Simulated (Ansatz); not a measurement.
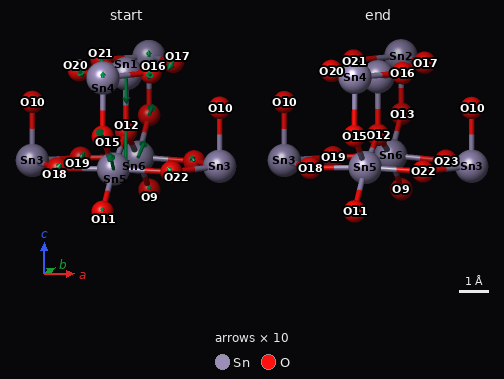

The structure of a defect cell of composition Sn$_{8}$O$_{15}$ (cell charge +2) before (left) and after (right) a relaxation, at one scale. The green arrows give the displacements, 10 times their true length.

Style: ball-and-stick. Shown: the atoms within 4.2 Å of the atom that moves most (axes of the larger cell on standard axes (2 times the calculation's cell)), slightly off an axis.

Computed with DFT PBEsol, scalar-relativistic, plane waves, PAW (Ansatz).

The input:
```yaml
crystal:
  lattice:
    - [-4.7684401835, 4.7684401835, 0.0]
    - [-4.7684401835, -4.7684401835, 0.0]
    - [4.7684401835, 0.0, 6.42479141]
  atoms:
    - { symbol: Sn, position: [0.5944217179, 0.1236569846, 0.2481673655], spin: 0.667 }
    - { symbol: Sn, position: [0.8781816758, 0.3746282941, 0.7502575661] }
    - { symbol: Sn, position: [0.1276168155, 0.624379188, 0.2497607929] }
    - { symbol: Sn, position: [0.3775225499, 0.8741389846, 0.7492562131] }
    - { symbol: Sn, position: [-0.0051426131, 0.9896546669, -0.0165814044], spin: 0.667 }
    - { symbol: Sn, position: [0.2631623938, 0.2567776114, 0.5166071381], spin: 0.667 }
    - { symbol: Sn, position: [0.5079613837, 0.5022263846, 0.005395288] }
    - { symbol: Sn, position: [0.7523728923, 0.7466167194, 0.4941872252] }
    - { symbol: O, position: [0.1870335213, 0.3793089333, 0.7595299739] }
    - { symbol: O, position: [0.4322165158, 0.6244294622, 0.2497923967] }
    - { symbol: O, position: [0.6770824228, 0.8695084874, 0.7399213793] }
    - { symbol: O, position: [0.2947555579, 0.1244381107, 0.2497929792] }
    - { symbol: O, position: [0.5750043263, 0.3764533121, 0.7538442515] }
    - { symbol: O, position: [0.8230920762, 0.6244007457, 0.2497687098] }
    - { symbol: O, position: [0.0708480432, 0.8724395028, 0.7458118835] }
    - { symbol: O, position: [0.5117231861, 0.1931296776, 0.0047723053] }
    - { symbol: O, position: [0.7567535882, 0.4381157597, 0.4947634551] }
    - { symbol: O, position: [-0.0047468021, 0.6965963256, 0.0013957707] }
    - { symbol: O, position: [0.2434687734, 0.9449928409, 0.49812172] }
    - { symbol: O, position: [0.5117557848, 0.8107110311, 0.0047891966] }
    - { symbol: O, position: [0.756763819, 0.0556911721, 0.4947448849] }
    - { symbol: O, position: [-0.0047496451, 0.3038208313, 0.0013893074] }
    - { symbol: O, position: [0.2434738553, 0.5521665783, 0.4981328379] }
  host:
    lattice:
      - [4.7684401835, 0.0, 0.0]
      - [0.0, 4.7684401835, 0.0]
      - [0.0, 0.0, 3.212395705]
    atoms:
      - { symbol: Sn, position: [0.5, 0.5, 0.5] }
      - { symbol: Sn, position: [0.0, 0.0, 0.0] }
      - { symbol: O, position: [0.1937455604, 0.8062544396, 0.5] }
      - { symbol: O, position: [0.8062544396, 0.1937455604, 0.5] }
      - { symbol: O, position: [0.3062544396, 0.3062544396, 0.0] }
      - { symbol: O, position: [0.6937455604, 0.6937455604, 0.0] }
total_charge: 2
basis:
  ecutwfc: 420
  xc_grid: 2
kpoints:
  mp_grid: { grid: [3, 3, 3], shift: [0.0, 0.0, 0.0] }
hamiltonian:
  xc: pbesol
scf:
  occupations: { method: gaussian, width: 0.02 }
  lower_state_search: "off"
output:
  forces: true
  stress: false
  eigenvalues: true
  populations: true
  charged_corrections:
    defect_position: [0.93125444, 0.125, 0.25]
    epsilon: [[13.4816, 0.0, 0.0], [0.0, 13.4816, 0.0], [0.0, 0.0, 10.4263]]
magnetization:
  spin_polarized: true
relax:
  adjacent_minimum: "off"
  f_tol: 0.03
  max_steps: 40
```

Command:
```bash
ansatz run input.yaml --threads 8 --pin off --max-ram 16384MiB --backend cpu --events-out ev --progress --plain --runs-dir out
```

Describe what moved and what it gained.

Answer. O12 moves most: 0.13 Å along −c. By element the largest moves are O 0.13 Å, Sn 0.11 Å. The lattice vectors keep their values. Near-neighbour distances that change, for instance: Sn5–O15 2.014 → 1.980 Å, Sn5–O11 2.048 → 2.016 Å, Sn6–O12 2.044 → 2.021 Å, Sn1–O17 2.059 → 2.039 Å. Bond angles that change, for instance: Sn5–O12–Sn6 113.7° → 124.9°, O11–Sn5–O12 173.1° → 164.9°, O9–Sn6–O12 172.5° → 164.9°. The energy falls by 0.244 eV per cell of the calculation in 3 geometry steps. The largest force component goes from 1.2 to 0.012 eV/Å. The program noted that the starting moments weren't kept.

Limits of the set-up: the periodic images lie only 6.7 Å apart, so the values are limited by the cell's size; the cell is charged, on a uniform background, and energies carry no finite-size correction.
